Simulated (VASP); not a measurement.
**ZnS: structure and properties in VASP**

Aim: relax ZnS with PBE + D3(BJ), compute its properties on that cell and hold them against experiment. The steps: full relaxation (PBE + D3(BJ)), second relaxation, density, ELF and potential (PBE + D3(BJ)), band structure (PBE + D3(BJ)), total and projected DOS (PBE + D3(BJ)), field gradients at the nuclei (PBE + D3(BJ)) and vibrations at Γ (PBE + D3(BJ)). The start is a cell from a database of measured crystal structures.

Method: PBE with D3(BJ); plane waves and PAW (Zn, S), in VASP 6.6.1.

**Measured values to reproduce.**

For ZnS, sphalerite (zinc blende) (untreated commercial multispectral-grade CVD/HIP polycrystalline window), “On the Surface Hardening of Zinc Sulfide Windows by Gallium Sulfide” (2024, pmc:11595366) gives, by powder X-ray diffraction: lattice constant a (cubic a, untreated; bracketed figure appears to be the next digit …) 5.411 Å [commercial polycrystalline ceramic window; bracketed digit ambiguous (next digit or …].

“Electronic, vibrational, and thermodynamic properties of ZnS (zincblende and rocksalt structure)” (2009, arxiv:0911.5022) quotes from earlier work for ZnS, zincblende (literature value, sample not described, 19 K): band gap (direct gap E0 at Gamma) 3.85 eV [literature value at 19 K; includes electron-phonon renormalization, which the paper puts …].

The database entry behind the starting cell differs from later determinations by our own check (about 0.1 % short), so it need not match the best structure at ambient conditions.

**1. The starting structure**

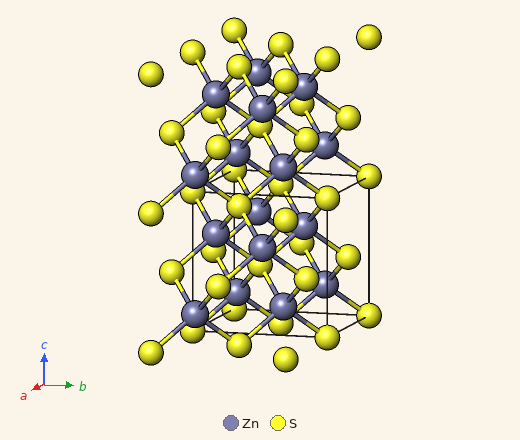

The cell as given, slightly off an axis (zinc blue, sulfur yellow). 2×1×2 cells are drawn. This picture shows the conventional cell, with its axes. Bonds to atoms that aren't drawn are left out. Some periodic images of atoms are drawn too.

As a file:

```
Zn S
1.0
     0.00000    2.70200    2.70200
     2.70200    0.00000    2.70200
     2.70200    2.70200    0.00000
Zn S
1 1
Direct
  0.25000 0.25000 0.25000
  0.00000 0.00000 0.00000
```

**2. Full relaxation (PBE + D3(BJ))**

The start need not lie at this functional's minimum. ISIF = 3 frees volume, shape and positions, and EDIFFG sets the threshold on forces and stress at which the search stops. PBE, the usual starting point, adds the gradient of the density. A dispersion term adds the long-range attraction that semilocal functionals lack. D3 with Becke-Johnson damping keeps a finite attraction at short range.

INCAR

```
SYSTEM = ZnS
PREC = Accurate
ENCUT = 400
EDIFF = 1E-06
NELM = 100
ISMEAR = 0
SIGMA = 0.05
LREAL = .FALSE.
ALGO = Normal
GGA = PE
IVDW = 12
NBANDS = 15
LORBIT = 11
LWAVE = .FALSE.
LCHARG = .FALSE.
KPAR = 2
IBRION = 2
NSW = 60
ISIF = 3
EDIFFG = -0.01
```

POSCAR

```
ZnS
1.0
    0.0000000000      2.7020000000      2.7020000000
    2.7020000000      0.0000000000      2.7020000000
    2.7020000000      2.7020000000      0.0000000000
Zn S
1 1
Direct
    0.2500000000      0.2500000000      0.2500000000
    0.0000000000      0.0000000000      0.0000000000
```

KPOINTS

```
Automatic mesh
0
Gamma
7 7 7
0 0 0
```

The projector-augmented-wave data sets are Zn and S (PBE family, release 64).

Run with:

```
$ mpirun -np 2 vasp_std
```

Output:

```text
[banner, memory and clock lines left out]
running    2 mpi-ranks, on    1 nodes
 distrk:  each k-point on    1 cores,    2 groups
 distr:  one band on    1 cores,    1 groups

 POSCAR found type information on POSCAR ZnS
 POSCAR found :  2 types and       2 ions
 LDA part: xc-table for (Slater+PW92), standard interpolation
 POSCAR, INCAR and KPOINTS ok, starting setup
 FFT: planning ... GRIDC
 FFT: planning ... GRID_SOFT
 FFT: planning ... GRID
 WAVECAR not read
 entering main loop
       N       E                     dE             d eps       ncg     rms          rms(c)
DAV:   1     0.718228400381E+02    0.71823E+02   -0.74043E+03   608   0.117E+03
DAV:   2    -0.282389926335E+01   -0.74647E+02   -0.70143E+02   677   0.234E+02
DAV:   3    -0.723005246087E+01   -0.44062E+01   -0.43868E+01   726   0.574E+01
DAV:   4    -0.727225261490E+01   -0.42200E-01   -0.42191E-01   712   0.585E+00
DAV:   5    -0.727271569310E+01   -0.46308E-03   -0.46307E-03   768   0.596E-01    0.686E+00
DAV:   6    -0.686372511454E+01    0.40899E+00   -0.78648E-01   897   0.318E+01    0.534E+00
DAV:   7    -0.684392723177E+01    0.19798E-01   -0.26580E-01   684   0.482E+00    0.274E+00
DAV:   8    -0.684335117543E+01    0.57606E-03   -0.54006E-03   687   0.870E-01    0.737E-01
DAV:   9    -0.684361209104E+01   -0.26092E-03   -0.12862E-03   726   0.295E-01    0.938E-02
DAV:  10    -0.684378029117E+01   -0.16820E-03   -0.21290E-04   678   0.130E-01    0.415E-02
DAV:  11    -0.684377560197E+01    0.46892E-05   -0.29352E-05   740   0.711E-02    0.732E-03
DAV:  12    -0.684377636935E+01   -0.76737E-06   -0.36714E-06   663   0.225E-02
   1 F= -.74601537E+01 E0= -.74601537E+01  d E =-.746015E+01
 curvature:   0.00 expect dE= 0.000E+00 dE for cont linesearch  0.000E+00
 trial: gam= 0.00000 g(F)=  0.557E-46 g(S)=  0.645E-02 ort = 0.000E+00 (trialstep = 0.100E+01)
 search vector abs. value=  0.645E-02
 bond charge predicted
       N       E                     dE             d eps       ncg     rms          rms(c)
DAV:   1    -0.692247049203E+01   -0.78695E-01   -0.10030E+00   733   0.216E+01    0.222E+00
DAV:   2    -0.684271671281E+01    0.79754E-01   -0.25556E-01   747   0.168E+01    0.837E-01
DAV:   3    -0.683366645438E+01    0.90503E-02   -0.10297E-02   796   0.148E+00    0.379E-01
DAV:   4    -0.683142563908E+01    0.22408E-02   -0.19355E-03   789   0.710E-01    0.212E-01
DAV:   5    -0.683108809298E+01    0.33755E-03   -0.33824E-04   902   0.309E-01    0.598E-02
DAV:   6    -0.683105967530E+01    0.28418E-04   -0.88110E-05   742   0.102E-01    0.190E-02
DAV:   7    -0.683106006316E+01   -0.38786E-06   -0.69996E-06   628   0.276E-02
   2 F= -.74623363E+01 E0= -.74623363E+01  d E =-.218256E-02
 trial-energy change:   -0.002183  1 .order   -0.002020   -0.006454    0.002415
 step:   0.7485(harm=  0.7277)  dis= 0.00000  next Energy=    -7.462637 (dE=-0.248E-02)
 bond charge predicted
       N       E                     dE             d eps       ncg     rms          rms(c)
DAV:   1    -0.684081462675E+01   -0.97550E-02   -0.63968E-02   733   0.561E+00    0.548E-01
DAV:   2    -0.683587361611E+01    0.49410E-02   -0.14678E-02   740   0.355E+00    0.212E-01
DAV:   3    -0.683529152628E+01    0.58209E-03   -0.58433E-04   684   0.221E-01    0.958E-02
DAV:   4    -0.683514953563E+01    0.14199E-03   -0.74067E-05   796   0.144E-01    0.496E-02
DAV:   5    -0.683512479085E+01    0.24745E-04   -0.21879E-05   885   0.786E-02    0.101E-02
DAV:   6    -0.683512409297E+01    0.69788E-06   -0.54853E-06   593   0.222E-02
   3 F= -.74626159E+01 E0= -.74626159E+01  d E =-.246220E-02
 curvature:  -0.36 expect dE=-0.118E-05 dE for cont linesearch -0.118E-05
 trial: gam= 0.00000 g(F)=  0.607E-46 g(S)=  0.327E-05 ort =-0.145E-03 (trialstep = 0.950E+00)
 search vector abs. value=  0.327E-05
 reached required accuracy - stopping structural energy minimisation
```

Run time: 15 s. Hardware: 2 MPI ranks of AMD EPYC 7R43, shared host; peak memory 0.26 GiB.

The logs omit lines about the potential files and the build; timing stands in the text.

Parts of OUTCAR (step 2):

```text
ion  position               nearest neighbor table
   1  0.250  0.250  0.250-   2 2.34   2 2.34   2 2.34   2 2.34
   2  0.000  0.000  0.000-   1 2.34   1 2.34   1 2.34   1 2.34

  LATTYP: Found a face centered cubic cell.
 ALAT       =     5.4040000000

 Subroutine GETGRP returns: Found 24 space group operations
 (whereof 24 operations were pure point group operations)

The static configuration has the point symmetry T_d .

 Found     20 irreducible k-points:

   k-points           NKPTS =     20   k-points in BZ     NKDIM =     20   number of bands    NBANDS=     15

   dimension x,y,z NGX =    28 NGY =   28 NGZ =   28
   dimension x,y,z NGXF=    56 NGYF=   56 NGZF=   56

   ENCUT  =  400.0 eV  29.40 Ry    5.42 a.u.   6.23  6.23  6.23*2*pi/ulx,y,z

   NELECT =      18.0000    total number of electrons

 k-points in reciprocal lattice and weights: Automatic mesh
   0.00000000  0.00000000  0.00000000       0.003
   0.14285714  0.00000000  0.00000000       0.023
   0.28571429  0.00000000  0.00000000       0.023
   0.42857143  0.00000000  0.00000000       0.023
   0.14285714  0.14285714  0.00000000       0.017
   0.28571429  0.14285714  0.00000000       0.070
   0.42857143  0.14285714  0.00000000       0.070
  -0.42857143  0.14285714  0.00000000       0.070
  -0.28571429  0.14285714  0.00000000       0.070
[...]
-0.42857143  0.42857143  0.14285714       0.070
  -0.28571429  0.42857143  0.14285714       0.070

 Edisp (eV)   -0.63128

 average (electrostatic) potential at core
       1 -36.1419       2 -88.4603

 E-fermi :   2.4767

 k-point     1 :       0.0000    0.0000    0.0000
  band No.  band energies     occupation
    ...
      5      -3.6259      2.00000
      6      -3.6259      2.00000
      7       2.2616      2.00000
      8       2.2616      2.00000
      9       2.2616      2.00000
     10       4.4450      0.00000
     11       8.6441      0.00000
     12       8.6441      0.00000
     13       8.6441      0.00000
     14      14.0420      0.00000
    ...

 k-point     2 :       0.1429    0.0000    0.0000
  band No.  band energies     occupation
    ...
      5      -3.6278      2.00000
      6      -3.6278      2.00000
      7       0.8917      2.00000
      8       2.0683      2.00000
      9       2.0683      2.00000
     10       5.3962      0.00000
     11       8.5857      0.00000
     12       8.9677      0.00000
     13       8.9677      0.00000
     14      13.3477      0.00000
    ...

 k-point     3 :       0.2857    0.0000    0.0000
  band No.  band energies     occupation
    ...
      5      -3.6205      2.00000
      6      -3.6205      2.00000
      7      -1.0881      2.00000
      8       1.6842      2.00000
      9       1.6842      2.00000
     10       5.7806      0.00000
     11       9.3108      0.00000
     12       9.3108      0.00000
     13       9.6229      0.00000
     14      13.4402      0.00000
    ...

 Edisp (eV)   -0.62749

  Total       0.00673     0.00673     0.00673     0.00000    -0.00000    -0.00000
  in kB       0.27764     0.27764     0.27764     0.00000    -0.00000    -0.00000
  external pressure =        0.28 kB  Pullay stress =        0.00 kB

  energy-cutoff  :      400.00
  volume of cell :       38.82
      direct lattice vectors                 reciprocal lattice vectors
     0.000000000  2.687431411  2.687431411    -0.186051260  0.186051260  0.186051260
     2.687431411  0.000000000  2.687431411     0.186051260 -0.186051260  0.186051260
     2.687431411  2.687431411  0.000000000     0.186051260  0.186051260 -0.186051260

 POSITION                                       TOTAL-FORCE (eV/Angst)
 -----------------------------------------------------------------------------------
      1.34372      1.34372      1.34372         0.000000     -0.000000     -0.000000
      0.00000      0.00000      0.00000        -0.000000      0.000000      0.000000
 -----------------------------------------------------------------------------------
    total drift:                               -0.000001     -0.000001     -0.000001

  FREE ENERGIE OF THE ION-ELECTRON SYSTEM (eV)
  ---------------------------------------------------
  free  energy   TOTEN  =        -7.4626159124 eV

  energy  without entropy=       -7.4626159124  energy(sigma->0) =       -7.46261591

 reached required accuracy - stopping structural energy minimisation

 total charge
# of ion       s       p       d       tot
------------------------------------------
    1        0.524   0.490   9.801  10.815
    2        1.314   2.445   0.000   3.759
--------------------------------------------------
tot          1.839   2.935   9.801  14.574

[... 3 further parts left out ...]
```

CONTCAR:

```
ZnS
   1.00000000000000
     0.0000000000000000    2.6874314106753872    2.6874314106753872
     2.6874314106753872    0.0000000000000000    2.6874314106753872
     2.6874314106753872    2.6874314106753872    0.0000000000000000
  Zn              S
     1     1
Direct
     0.2500000000000000    0.2500000000000000    0.2500000000000000
     0.0000000000000000    0.0000000000000000    0.0000000000000000
```

The gap is read on the k-mesh alone, so it is an upper bound where the band edges lie off the mesh. The run keeps the 24 symmetry operations of its start, so it cannot find a distortion of lower symmetry.

Relaxation path:

```csv
step,energy less that of the first step (eV),largest force (eV/Å),pressure (GPa),volume (Å³)
1,0.0000,0.0000,-1.21,39.45
2,-0.0022,0.0000,0.46,38.61
3,-0.0025,0.0000,0.03,38.82
```

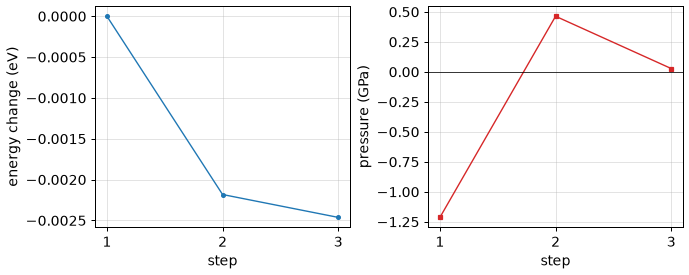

Energy and pressure along the relaxation.

```csv
"conventional cell, symmetrised",before,after,change
a (Å),5.404,5.375,-0.5 %
b (Å),5.404,5.375,-0.5 %
c (Å),5.404,5.375,-0.5 %
volume (Å³/atom),19.73,19.41,-1.6 %
```

The relaxed structure:

```xyz
2
Lattice="0.0000 2.6874 2.6874 2.6874 0.0000 2.6874 2.6874 2.6874 0.0000" Properties=species:S:1:pos:R:3 pbc="T T T"
Zn    1.3437    1.3437    1.3437
S     0.0000    0.0000    0.0000
```

Numbers from this step:

* electrons: 18
* bands: 15
* irreducible k-points: 20
* symmetry operations: 24
* free energy (TOTEN): -7.463 eV
* Fermi energy: 2.477 eV
* pressure: 0.02776 GPa
* metallic: no
* valence top at k: 0, 0, 0
* conduction bottom at k: 0, 0, 0
* least direct gap at k: 0, 0, 0
* SCF cycles over all ionic steps: 25
* gap on the k-mesh: 2.183 eV
* least direct gap on the k-mesh: 2.183 eV

It ends with forces that vanish by symmetry and a pressure of 0.03 GPa. The volume lies -1.6 % from that of the database's start, which holds the thermal and zero-point expansion of its experiment.

**3. Second relaxation**

The basis stayed that of the start cell while the cell moved. A rerun from the cell reached resets it; the error of the finite cutoff stays.

INCAR is that of step 2.

POSCAR

```
ZnS
1.0
    0.0000000000      2.6874314107      2.6874314107
    2.6874314107      0.0000000000      2.6874314107
    2.6874314107      2.6874314107      0.0000000000
Zn S
1 1
Direct
    0.2500000000      0.2500000000      0.2500000000
    0.0000000000      0.0000000000      0.0000000000
```

KPOINTS is that of step 2.

Run with:

```
$ mpirun -np 2 vasp_std
```

Output:

```text
[... set-up lines as in an earlier step ...]
 entering main loop
       N       E                     dE             d eps       ncg     rms          rms(c)
DAV:   1     0.706883452983E+02    0.70688E+02   -0.74234E+03   600   0.116E+03
DAV:   2    -0.312784031188E+01   -0.73816E+02   -0.69701E+02   698   0.230E+02
DAV:   3    -0.722481696626E+01   -0.40970E+01   -0.40836E+01   719   0.549E+01
DAV:   4    -0.726337461782E+01   -0.38558E-01   -0.38550E-01   733   0.562E+00
DAV:   5    -0.726382847243E+01   -0.45385E-03   -0.45385E-03   747   0.578E-01    0.708E+00
DAV:   6    -0.685443105267E+01    0.40940E+00   -0.78523E-01   890   0.321E+01    0.549E+00
DAV:   7    -0.683424917007E+01    0.20182E-01   -0.27553E-01   684   0.494E+00    0.281E+00
DAV:   8    -0.683366271087E+01    0.58646E-03   -0.55069E-03   715   0.919E-01    0.764E-01
DAV:   9    -0.683390266020E+01   -0.23995E-03   -0.13312E-03   719   0.298E-01    0.924E-02
DAV:  10    -0.683406645067E+01   -0.16379E-03   -0.20927E-04   671   0.119E-01    0.377E-02
DAV:  11    -0.683406276313E+01    0.36875E-05   -0.26674E-05   740   0.552E-02    0.701E-03
DAV:  12    -0.683406334317E+01   -0.58004E-06   -0.31384E-06   677   0.195E-02
   1 F= -.74615552E+01 E0= -.74615552E+01  d E =-.746156E+01
 curvature:   0.00 expect dE= 0.000E+00 dE for cont linesearch  0.000E+00
 trial: gam= 0.00000 g(F)=  0.120E-45 g(S)=  0.544E-08 ort = 0.000E+00 (trialstep = 0.100E+01)
 search vector abs. value=  0.554E-08
 reached required accuracy - stopping structural energy minimisation
```

It took 6.8 s on 2 MPI ranks; peak memory 0.26 GiB.

OUTCAR, selected parts (step 3):

```text
  LATTYP: Found a face centered cubic cell.
 ALAT       =     5.3748628214

The static configuration has the point symmetry T_d .

 Found     20 irreducible k-points:

   ENCUT  =  400.0 eV  29.40 Ry    5.42 a.u.   6.20  6.20  6.20*2*pi/ulx,y,z

   NELECT =      18.0000    total number of electrons

 E-fermi :   2.4770

 k-point     1 :       0.0000    0.0000    0.0000
  band No.  band energies     occupation
    ...
      5      -3.6252      2.00000
      6      -3.6252      2.00000
      7       2.2621      2.00000
      8       2.2621      2.00000
      9       2.2621      2.00000
     10       4.4448      0.00000
     11       8.6441      0.00000
     12       8.6441      0.00000
     13       8.6441      0.00000
     14      14.0423      0.00000
    ...

 k-point     2 :       0.1429    0.0000    0.0000
  band No.  band energies     occupation
    ...
      5      -3.6271      2.00000
      6      -3.6271      2.00000
      7       0.8921      2.00000
      8       2.0688      2.00000
      9       2.0688      2.00000
     10       5.3961      0.00000
     11       8.5856      0.00000
     12       8.9677      0.00000
     13       8.9677      0.00000
     14      13.3479      0.00000
    ...

 Edisp (eV)   -0.62749

  Total      -0.00027    -0.00027    -0.00027     0.00000     0.00000     0.00000
  in kB      -0.01132    -0.01132    -0.01132     0.00000     0.00000     0.00000
  external pressure =       -0.01 kB  Pullay stress =        0.00 kB

 POSITION                                       TOTAL-FORCE (eV/Angst)
 -----------------------------------------------------------------------------------
      1.34372      1.34372      1.34372         0.000000      0.000000      0.000000
      0.00000      0.00000      0.00000        -0.000000     -0.000000     -0.000000
 -----------------------------------------------------------------------------------
    total drift:                               -0.000001     -0.000001     -0.000001

  FREE ENERGIE OF THE ION-ELECTRON SYSTEM (eV)
  ---------------------------------------------------
  free  energy   TOTEN  =        -7.4615551625 eV

  energy  without entropy=       -7.4615551625  energy(sigma->0) =       -7.46155516

 total charge
# of ion       s       p       d       tot
------------------------------------------
    1        0.524   0.490   9.801  10.815
    2        1.314   2.444   0.000   3.759
--------------------------------------------------
tot          1.839   2.935   9.801  14.574

[... 6 parts as in an earlier step ...]

[... 6 further parts left out ...]
```

Little changed from the start: no atom moved by 0.005 Å and no cell edge by 0.1 %.

This step gave:

- free energy (TOTEN): -7.462 eV
- pressure: -0.001132 GPa
- SCF cycles over all ionic steps: 12

It ends with forces that vanish by symmetry and a pressure of 0.00 GPa. The volume moved by under 0.01 %: the run met its threshold at the first step.

[end of part 1 of 3]

[Lines on the potential files, build, host, timing and source positions are cut from VASP's logs without a mark.]

[Logs are printed without paths, hosts, clocks, repeated set-up lines and the standing remarks that a program may print on its own settings, such as how far it seeks lower states.]

[Hosts, paths, dates, database ids (printed as entryN), source tags and the programs' standing remarks are cut or masked in the printed files.]

[A measured line is paired with the nearest computed mode of its activity, which favours agreement.]
